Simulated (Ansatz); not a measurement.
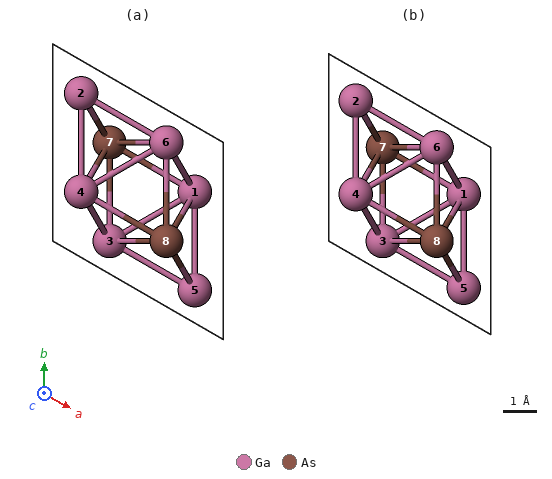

The structure of crystalline Ga$_{3}$As (built on the Ni3Sn (D0_19)_194 type) before (left) and after (right) a relaxation, at one scale.

Style: ball-and-stick. Shown: the cell of the calculation, along the c axis.

Case: Ni3Sn (D0_19) type (P6_3/mmc, No. 194).

All numbers below come from DFT r2SCAN, scalar-relativistic, plane waves, PAW (Ansatz 0.2.0). (plane-wave cutoff 500 eV; k-point mesh 6 × 6 × 8; occupations gaussian; smearing width 0.1 eV; no spin polarisation; cell and atoms relaxed; force threshold 0.01 eV/Å; at most 80 steps)

What changed between the two?

Answer. Over 10 accepted moves (12 points after the start) the energy falls by 17.1 meV per atom. Largest force component: 0.03 eV/Å at the start, 0.0014 eV/Å at the end. The pressure goes from −3.31 to −0.03 GPa. The line search rejected the trial step at point 9 of the run. At 1 point the geometry stayed and the basis and grid were re-selected for the new cell (energy shift of 0.3 meV per atom at most each time). No atom moves by more than 0.005 Å relative to the cell. The volume changes by −7.7 %, with a = b 6.147 → 5.838 Å (−5.0 %), c 4.934 → 5.049 Å (+2.3 %). Near-neighbour distances that change, for instance: Ga1–Ga3 3.079 → 2.923 Å, Ga1–As7 3.073 → 2.919 Å, Ga1–Ga3 (another image) 3.067 → 2.915 Å, Ga1–Ga2 3.041 → 3.036 Å. Among the angles between lasting bonds that change: Ga3–Ga4–Ga3 108.4° → 112.5°, Ga3–Ga4–Ga5 60.8° → 57.5°. The space group stays P6_3/mmc (No. 194). The run took 11 min on 1 thread of Arm Neoverse V2, with other jobs on the host, peak memory 0.94 GiB.
